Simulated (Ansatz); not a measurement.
Co$_{2}$Si: geometry relaxation (part 1 of 3)

The run: geometry relaxation of Co$_{2}$Si (6 atoms in the cell). Method and program: DFT r2SCAN, scalar-relativistic, plane waves, PAW, spin-polarised (Ansatz 0.2.0).

The structure was made by swapping elements on the sites of another compound; it need not be a known phase. It belongs to a series of runs on one base structure; here: Ni -> Co on all its sites, cell and atoms relaxed. Figures and captions count atoms from 1; the log counts them from 0 in places.

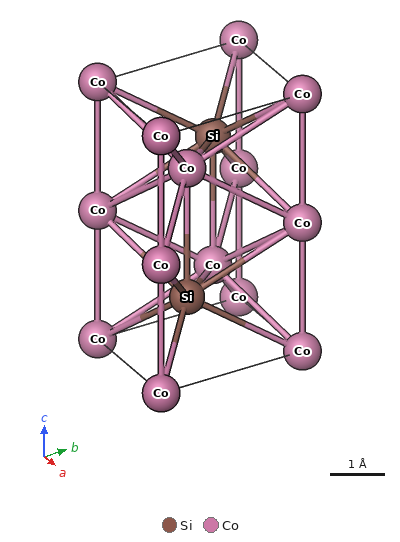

Fig. 1: The starting structure (ball-and-stick view of the cell of the calculation, seen slightly off an axis).

Key numbers

- outcome: converged
- space group (tolerance 0.01 Å): P6₃/mmc (194)
- electrons treated: 76
- free energy: −21805.5458 eV
- Fermi energy: 17.789 eV
- gap on the k-point mesh: none (metallic)
- net moment of the cell: 2.12 μB
- integrated absolute moment: 2.79 μB
- pressure: −0.04 GPa
- final volume: 62.84 Å³
- largest force (length of the vector) at the end: under 0.001 eV/Å
- final cell: a = 3.877 Å, b = 3.877 Å, c = 4.828 Å, α = 90.00°, β = 90.00°, γ = 120.00°
- hardware: 1 thread of Oxide Virtual Turin-like (Zen 5), 32 GiB of memory available, shared host
- wall time: 6.8 min
- peak memory: 1 GiB

Remarks

The electronic state found may not be the lowest one.

The input
```yaml
crystal:
  lattice:
    - [3.8980505147, 0.0, 0.0]
    - [-1.9490252574, 3.375810771, 0.0]
    - [0.0, 0.0, 4.9631044955]
  atoms:
    - { symbol: Si, position: [0.3333333333, 0.6666666667, 0.75] }
    - { symbol: Si, position: [0.6666666667, 0.3333333333, 0.25] }
    - { symbol: Co, position: [0.0, 0.0, 0.0], spin: 1.31 }
    - { symbol: Co, position: [0.0, 0.0, 0.5], spin: 1.31 }
    - { symbol: Co, position: [0.3333333333, 0.6666666667, 0.25], spin: 0.33 }
    - { symbol: Co, position: [0.6666666667, 0.3333333333, 0.75], spin: 0.33 }
basis:
  ecutwfc: 500
kpoints:
  mp_grid: { grid: [12, 12, 8] }
hamiltonian:
  xc: r2scan
scf:
  occupations: { method: gaussian, width: 0.1 }
output:
  forces: true
  stress: true
  eigenvalues: true
  populations: true
magnetization:
  spin_polarized: true
relax:
  adjacent_minimum: "off"
  f_tol: 0.01
  max_steps: 60
  cell: { stress_tol: 0.1 }
```

Run as:
```bash
ansatz run input.yaml --threads 1 --pin off --max-ram 2560MiB --backend cpu --events-out ev --progress --plain --runs-dir out
```

Output
```
Engine: ansatz 0.2.0, x86_64-unknown-linux-gnu
Pseudopotentials: kind: paw
Pseudopotential: Si, paw, valence charge 4, recommended cutoff 500 eV (meta_gga), Si.paw.azcp
Pseudopotential: Co, paw, valence charge 17, recommended cutoff 500 eV (meta_gga), Co.paw.azcp
Functional definition: r2SCAN
  parameter k0 = 0.174
  parameter k1 = 0.065
  parameter a1 = 4.9479
  exchange = r2scan_x(k0 = k0, k1 = k1, a1 = a1)
  correlation = r2scan_c
Crystal: 6 atoms, lattice volume = 65.310 Å³
Basis set: ecut = 500 eV, 1657 PW (Γ), exchange–correlation on 120×120×160 points (64 copies of the dense FFT grid, shifted against one another)
Bands: 48, of which v1, the nominal top of the filled ones, is band 38 counted from 1 (37 counted from 0)
Symmetry: 24 space group operations
Space group: P63/mmc (ITA 194), of the structure as read, at distance tolerance 4.0e-5 Å
Magnetic group: BNS 194.263 (UNI 1493), of the structure as read, at distance tolerance 4.0e-5 Å
k-points: 95 of 1152
Non-local potential: Si, projectors of the file, l = 0: 2, l = 1: 2, l = 2: 2
Non-local potential: Co, projectors of the file, l = 0: 3, l = 1: 2, l = 2: 3, l = 3: 1
PAW form: soft (Blöchl's): semilocal exchange-correlation on the pseudo side does not see the compensation charge
PAW frozen core: Si, regenerated for the run's functional (the file was generated under x = pbe(κ = 0.804, μ = 0.2195149727645171), c = pbe(β = 0.06672455060314922))
PAW frozen core: Co, regenerated for the run's functional (the file was generated under x = pbe(κ = 0.804, μ = 0.2195149727645171), c = pbe(β = 0.06672455060314922))
PAW one-centre angular grid: Si, 302 points (default); XC on 160 Gauss nodes
PAW one-centre angular grid: Co, 590 points (default); XC on 160 Gauss nodes
Initial density: superposition of atomic densities (chi_scale 0.1, normalization cell)
Starting moments: Σ|m| = 3.28 μB on 4 of 6 sites
Initial wavefunctions: pseudopotential atomic-orbital guess
Functional: x = r2scan, c = r2scan; τ floored in thin density (d = 2e-4 eV/Å³)
SCF iter   1: F=—  HF=-21799.713980 eV  |F-HF|=—  |Δ(HF+E_count)|=         —  Δρ=5.52e-2 (↑2.72e-2 ↓5.52e-2)  dr2=2.43e0  dr2_τ=4.46e-2  dr2_m=1.81e-1  M=3.128 μB ∫|m|=3.512 μB  β_m=1.00  ethr=3.10e-3  ⟨swp⟩=5.9  Hψ=32856  notcnv=0  defer=5
Mixer restart at iter 1: flushing history
preconditioner: auto → Kerker (q_TF=auto, 2.798 Å⁻¹)  [metal: Δε(μ)=0.008 eV  Ē_g=7.031 eV  σ=0.100 eV  W_gap=0.05  n_scr=22 (ndim 8)  ℏωp=30.5 eV  f_vac=0.000  D(μ)=9.53/eV (n_scr^D=158)]
spin=Collinear: Kerker preconditioning applied to the charge; magnetization (m = ρ↑ − ρ↓) channel mixes plain (no charge-response kernel on spin).
SCF iter   2: F=—  HF=-21800.174625 eV  |F-HF|=—  |Δ(HF+E_count)|=   4.61e-1  Δρ=1.52e-2 (↑1.52e-2 ↓1.49e-2)  dr2=4.87e-1  dr2_τ=1.55e-2  dr2_m=1.96e-2  M=3.124 μB ∫|m|=3.701 μB  β_m=1.00  ethr=3.10e-3  ⟨swp⟩=2.4  Hψ=14633  notcnv=0  defer=575  κ⁻¹=1.0e0(r=1)
SCF iter   3: F=—  HF=-21802.099723 eV  |F-HF|=—  |Δ(HF+E_count)|=    1.93e0  Δρ=1.50e-2 (↑1.50e-2 ↓1.41e-2)  dr2=5.79e-1  dr2_τ=1.14e-3  dr2_m=1.88e-3  M=3.100 μB ∫|m|=3.738 μB  β_m=1.00  ethr=6.41e-4  ⟨swp⟩=2.0  Hψ=10507  notcnv=0  defer=575  κ⁻¹=1.3e-2(r=2)
SCF iter   4: F=—  HF=-21803.854637 eV  |F-HF|=—  |Δ(HF+E_count)|=    1.75e0  Δρ=1.27e-2 (↑1.27e-2 ↓1.16e-2)  dr2=4.77e-1  dr2_τ=5.18e-4  dr2_m=1.32e-3  M=3.064 μB ∫|m|=3.737 μB  β_m=1.00  ethr=6.41e-4  ⟨swp⟩=2.0  Hψ=13115  notcnv=0  defer=575  κ⁻¹=4.7e-3(r=3)
SCF iter   5: F=—  HF=-21805.498575 eV  |F-HF|=—  |Δ(HF+E_count)|=    1.64e0  Δρ=6.80e-3 (↑6.64e-3 ↓6.80e-3)  dr2=1.55e-1  dr2_τ=1.83e-3  dr2_m=2.55e-4  M=2.931 μB ∫|m|=3.705 μB  β_m=1.00  ethr=6.28e-4  ⟨swp⟩=3.0  Hψ=19367  notcnv=0  defer=585  κ⁻¹=7.2e-4(r=4)
SCF iter   6: F=—  HF=-21805.457840 eV  |F-HF|=—  |Δ(HF+E_count)|=         —  Δρ=6.46e-3 (↑6.46e-3 ↓3.97e-3)  dr2=2.07e-2  dr2_τ=1.75e-4  dr2_m=7.35e-3  M=2.771 μB ∫|m|=3.544 μB  β_m=1.00  ethr=2.05e-4  ⟨swp⟩=2.0  Hψ=14702  notcnv=0  defer=585
Mixer restart at iter 6: flushing history
SCF iter   7: F=—  HF=-21805.460772 eV  |F-HF|=—  |Δ(HF+E_count)|=   2.93e-3  Δρ=5.02e-3 (↑5.02e-3 ↓3.34e-3)  dr2=1.97e-2  dr2_τ=3.11e-4  dr2_m=1.71e-3  M=2.735 μB ∫|m|=3.493 μB  β_m=1.00  ethr=2.72e-5  ⟨swp⟩=1.0  Hψ=9131  notcnv=0  defer=585  κ⁻¹=1.0e0(r=1)
SCF iter   8: F=—  HF=-21805.461366 eV  |F-HF|=—  |Δ(HF+E_count)|=   5.93e-4  Δρ=2.88e-3 (↑2.88e-3 ↓2.23e-3)  dr2=8.21e-3  dr2_τ=2.10e-4  dr2_m=2.85e-4  M=2.694 μB ∫|m|=3.440 μB  β_m=1.00  ethr=2.60e-5  ⟨swp⟩=1.0  Hψ=9120  notcnv=0  defer=585  κ⁻¹=4.2e-1(r=2)
SCF iter   9: F=—  HF=-21805.462809 eV  |F-HF|=—  |Δ(HF+E_count)|=   1.44e-3  Δρ=1.31e-3 (↑8.62e-4 ↓1.31e-3)  dr2=9.77e-4  dr2_τ=2.32e-5  dr2_m=1.02e-4  M=2.637 μB ∫|m|=3.371 μB  β_m=1.00  ethr=1.08e-5  ⟨swp⟩=2.0  Hψ=15803  notcnv=0  defer=585  κ⁻¹=4.3e-3(r=3)
SCF iter  10: F=—  HF=-21805.464993 eV  |F-HF|=—  |Δ(HF+E_count)|=   2.18e-3  Δρ=1.31e-3 (↑6.05e-4 ↓1.31e-3)  dr2=1.01e-3  dr2_τ=7.21e-6  dr2_m=9.98e-5  M=2.607 μB ∫|m|=3.336 μB  β_m=1.00  ethr=1.29e-6  ⟨swp⟩=2.0  Hψ=15493  notcnv=0  defer=585  κ⁻¹=3.1e-3(r=4)
SCF iter  11: F=—  HF=-21805.466145 eV  |F-HF|=—  |Δ(HF+E_count)|=   1.15e-3  Δρ=9.12e-4 (↑3.75e-4 ↓9.12e-4)  dr2=4.88e-4  dr2_τ=2.78e-6  dr2_m=9.29e-5  M=2.589 μB ∫|m|=3.314 μB  β_m=1.00  ethr=1.29e-6  ⟨swp⟩=2.0  Hψ=16244  notcnv=0  defer=581  κ⁻¹=1.1e-3(r=5)
SCF iter  12: F=—  HF=-21805.466515 eV  |F-HF|=—  |Δ(HF+E_count)|=   3.70e-4  Δρ=5.53e-4 (↑5.04e-4 ↓5.53e-4)  dr2=1.04e-4  dr2_τ=2.98e-6  dr2_m=7.53e-5  M=2.570 μB ∫|m|=3.293 μB  β_m=1.00  ethr=6.43e-7  ⟨swp⟩=2.5  Hψ=16596  notcnv=0  defer=578  κ⁻¹=3.8e-4(r=6)
SCF iter  13: F=—  HF=-21805.467084 eV  |F-HF|=—  |Δ(HF+E_count)|=   5.69e-4  Δρ=4.73e-4 (↑4.73e-4 ↓3.53e-4)  dr2=6.78e-5  dr2_τ=1.13e-6  dr2_m=6.02e-5  M=2.552 μB ∫|m|=3.273 μB  β_m=1.00  ethr=1.37e-7  ⟨swp⟩=2.0  Hψ=16602  notcnv=0  defer=578  κ⁻¹=3.4e-5(r=7)
SCF iter  14: F=—  HF=-21805.467099 eV  |F-HF|=—  |Δ(HF+E_count)|=   1.43e-5  Δρ=4.62e-4 (↑4.62e-4 ↓3.48e-4)  dr2=6.30e-5  dr2_τ=1.10e-6  dr2_m=5.87e-5  M=2.551 μB ∫|m|=3.272 μB  β_m=1.00  ethr=8.93e-8  ⟨swp⟩=1.0  Hψ=9340  notcnv=0  defer=576  κ⁻¹=9.5e-6(r=8)
SCF iter  15: F=—  HF=-21805.467264 eV  |F-HF|=—  |Δ(HF+E_count)|=   1.65e-4  Δρ=4.62e-4 (↑2.36e-4 ↓4.62e-4)  dr2=4.85e-5  dr2_τ=8.62e-7  dr2_m=5.14e-5  M=2.540 μB ∫|m|=3.260 μB  β_m=1.00  ethr=8.29e-8  ⟨swp⟩=2.0  Hψ=13732  notcnv=0  defer=576  κ⁻¹=6.8e-6(r=8)
SCF iter  16: F=—  HF=-21805.467708 eV  |F-HF|=—  |Δ(HF+E_count)|=   4.44e-4  Δρ=5.07e-4 (↑2.40e-4 ↓5.07e-4)  dr2=1.38e-4  dr2_τ=1.30e-6  dr2_m=3.86e-5  M=2.501 μB ∫|m|=3.219 μB  β_m=1.00  ethr=6.38e-8  ⟨swp⟩=3.1  Hψ=19149  notcnv=0  defer=576  κ⁻¹=7.0e-6(r=8)
SCF iter  17: F=—  HF=-21805.467688 eV  |F-HF|=—  |Δ(HF+E_count)|=   2.00e-5  Δρ=6.18e-4 (↑1.78e-4 ↓6.18e-4)  dr2=2.30e-4  dr2_τ=1.65e-6  dr2_m=3.97e-5  M=2.502 μB ∫|m|=3.220 μB  β_m=1.00  ethr=6.38e-8  ⟨swp⟩=1.5  Hψ=10645  notcnv=0  defer=576  κ⁻¹=3.9e-5(r=8)
SCF iter  18: F=—  HF=-21805.467796 eV  |F-HF|=—  |Δ(HF+E_count)|=   1.09e-4  Δρ=5.68e-4 (↑2.33e-4 ↓5.68e-4)  dr2=2.37e-4  dr2_τ=1.47e-6  dr2_m=3.65e-5  M=2.491 μB ∫|m|=3.208 μB  β_m=1.00  ethr=6.38e-8  ⟨swp⟩=2.3  Hψ=16888  notcnv=0  defer=576  κ⁻¹=4.4e-5(r=8)
SCF iter  19: F=—  HF=-21805.467902 eV  |F-HF|=—  |Δ(HF+E_count)|=   1.06e-4  Δρ=6.56e-4 (↑3.07e-4 ↓6.56e-4)  dr2=5.05e-4  dr2_τ=1.66e-6  dr2_m=2.36e-5  M=2.470 μB ∫|m|=3.186 μB  β_m=1.00  ethr=6.38e-8  ⟨swp⟩=2.1  Hψ=16315  notcnv=0  defer=579  κ⁻¹=4.8e-5(r=8)
SCF iter  20: F=—  HF=-21805.467929 eV  |F-HF|=—  |Δ(HF+E_count)|=   2.68e-5  Δρ=5.35e-4 (↑2.87e-4 ↓5.35e-4)  dr2=3.85e-4  dr2_τ=1.11e-6  dr2_m=1.06e-5  M=2.464 μB ∫|m|=3.180 μB  β_m=1.00  ethr=6.38e-8  ⟨swp⟩=2.2  Hψ=13199  notcnv=0  defer=579  κ⁻¹=9.9e-6(r=8)
SCF iter  21: F=—  HF=-21805.467937 eV  |F-HF|=—  |Δ(HF+E_count)|=   8.31e-6  Δρ=5.05e-4 (↑2.23e-4 ↓5.05e-4)  dr2=3.07e-4  dr2_τ=8.46e-7  dr2_m=1.30e-5  M=2.463 μB ∫|m|=3.179 μB  β_m=1.00  ethr=6.38e-8  ⟨swp⟩=1.0  Hψ=9124  notcnv=0  defer=579  κ⁻¹=1.9e-5(r=8)
SCF iter  22: F=—  HF=-21805.467942 eV  |F-HF|=—  |Δ(HF+E_count)|=   4.66e-6  Δρ=3.34e-4 (↑1.03e-4 ↓3.34e-4)  dr2=9.70e-5  dr2_τ=3.69e-7  dr2_m=9.14e-6  M=2.463 μB ∫|m|=3.179 μB  β_m=1.00  ethr=6.38e-8  ⟨swp⟩=2.0  Hψ=12011  notcnv=0  defer=579  κ⁻¹=1.2e-4(r=8)
SCF iter  23: F=—  HF=-21805.467974 eV  |F-HF|=—  |Δ(HF+E_count)|=   3.16e-5  Δρ=1.37e-4 (↑6.81e-5 ↓1.37e-4)  dr2=6.35e-6  dr2_τ=1.28e-7  dr2_m=3.29e-6  M=2.451 μB ∫|m|=3.168 μB  β_m=1.00  ethr=6.38e-8  ⟨swp⟩=2.1  Hψ=15176  notcnv=0  defer=579  κ⁻¹=4.5e-4(r=8)
SCF iter  24: F=—  HF=-21805.467997 eV  |F-HF|=—  |Δ(HF+E_count)|=   2.36e-5  Δρ=6.74e-5 (↑4.09e-5 ↓6.74e-5)  dr2=2.36e-6  dr2_τ=4.97e-8  dr2_m=6.90e-7  M=2.438 μB ∫|m|=3.154 μB  β_m=1.00  ethr=8.35e-9  ⟨swp⟩=2.7  Hψ=18091  notcnv=0  defer=579  κ⁻¹=2.1e-4(r=8)
SCF iter  25: F=—  HF=-21805.468005 eV  |F-HF|=—  |Δ(HF+E_count)|=   7.62e-6  Δρ=4.22e-5 (↑2.48e-5 ↓4.22e-5)  dr2=1.06e-6  dr2_τ=1.80e-8  dr2_m=2.20e-7  M=2.437 μB ∫|m|=3.153 μB  β_m=1.00  ethr=3.11e-9  ⟨swp⟩=2.0  Hψ=14310  notcnv=0  defer=579  κ⁻¹=8.4e-4(r=8)
SCF iter  26: F=—  HF=-21805.468009 eV  |F-HF|=—  |Δ(HF+E_count)|=   3.84e-6  Δρ=2.59e-5 (↑1.21e-5 ↓2.59e-5)  dr2=2.68e-7  dr2_τ=4.30e-9  dr2_m=1.28e-7  M=2.434 μB ∫|m|=3.150 μB  β_m=1.00  ethr=1.39e-9  ⟨swp⟩=2.0  Hψ=16396  notcnv=0  defer=579  κ⁻¹=2.5e-4(r=8)
SCF iter  27: F=—  HF=-21805.468009 eV  |F-HF|=—  |Δ(HF+E_count)|=   1.71e-7  Δρ=1.23e-5 (↑8.92e-6 ↓1.23e-5)  dr2=8.86e-8  dr2_τ=1.27e-9  dr2_m=1.29e-8  M=2.435 μB ∫|m|=3.150 μB  β_m=1.00  ethr=3.53e-10  ⟨swp⟩=2.0  Hψ=16262  notcnv=0  defer=579  κ⁻¹=3.6e-5(r=8)
SCF iter  28: F=—  HF=-21805.468009 eV  |F-HF|=—  |Δ(HF+E_count)|=   2.10e-7  Δρ=1.48e-5 (↑1.42e-5 ↓1.48e-5)  dr2=2.27e-8  dr2_τ=1.56e-9  dr2_m=1.08e-7  M=2.435 μB ∫|m|=3.150 μB  β_m=1.00  ethr=1.17e-10  ⟨swp⟩=2.0  Hψ=16377  notcnv=0  defer=579  κ⁻¹=5.3e-5(r=8)
SCF iter  29: F=—  HF=-21805.468009 eV  |F-HF|=—  |Δ(HF+E_count)|=   7.81e-8  Δρ=1.41e-5 (↑1.23e-5 ↓1.41e-5)  dr2=1.56e-8  dr2_τ=1.49e-9  dr2_m=9.46e-8  M=2.435 μB ∫|m|=3.150 μB  β_m=1.00  ethr=2.99e-11  ⟨swp⟩=2.0  Hψ=16235  notcnv=0  defer=579  κ⁻¹=1.2e-5(r=8)
SCF iter  30: F=—  HF=-21805.468009 eV  |F-HF|=—  |Δ(HF+E_count)|=   1.83e-7  Δρ=2.58e-6 (↑2.38e-6 ↓2.58e-6)  dr2=5.80e-9  dr2_τ=2.10e-10  dr2_m=2.18e-10  M=2.433 μB ∫|m|=3.149 μB  β_m=1.00  ethr=2.06e-11  ⟨swp⟩=3.0  Hψ=20363  notcnv=0  defer=579  κ⁻¹=1.4e-6(r=8)
SCF iter  31: F=-21805.468009 eV  HF=-21805.468009 eV  |F-HF|=2.26e-8  |Δ(HF+E_count)|=   5.81e-8  Δρ=5.46e-6 (↑2.22e-6 ↓5.46e-6)  dr2=2.80e-8  dr2_τ=1.14e-10  dr2_m=2.24e-9  M=2.433 μB ∫|m|=3.149 μB  ethr=7.64e-12  ⟨swp⟩=7.2  Hψ=34349  notcnv=0
SCF 1 converged in 31 iterations: F = -21805.468009 eV  dr2 = 2.80e-8
  greatest PAW one-centre occupation: 1.004 electrons in one spin orbital (limit 2), on the Co atom at site 3 (counted from 0), in its partial waves of l = 1
relax step   1: F+E_penalty+E_count = -21805.46800911 eV  Δ(F+E_penalty+E_count) = +0.000e0 eV  max|allowed force component| = 1.295e-16 eV/Å  Δτ_max = 0.0000 Å  P = -7.698 GPa  Ω = 65.310 Å³  (31 SCF iters, dr2 threshold 1.00e-7 eV, accepted)
Crystal: 6 atoms, lattice volume = 63.948 Å³
Basis set: ecut = 500 eV, 1619 PW (Γ), exchange–correlation on 120×120×160 points (64 copies of the dense FFT grid, shifted against one another)
Initial density: handed on by an earlier stage of this run
Starting moments: Σ|m| = 3.28 μB on 4 of 6 sites; this step starts from the density that it was given
Initial wavefunctions: those handed on with the density
iter 1 solved again at ethr=2.64e-5 eV; its pass at ethr=3.10e-3 eV (dr2=2.00e-2 eV) is discarded
```
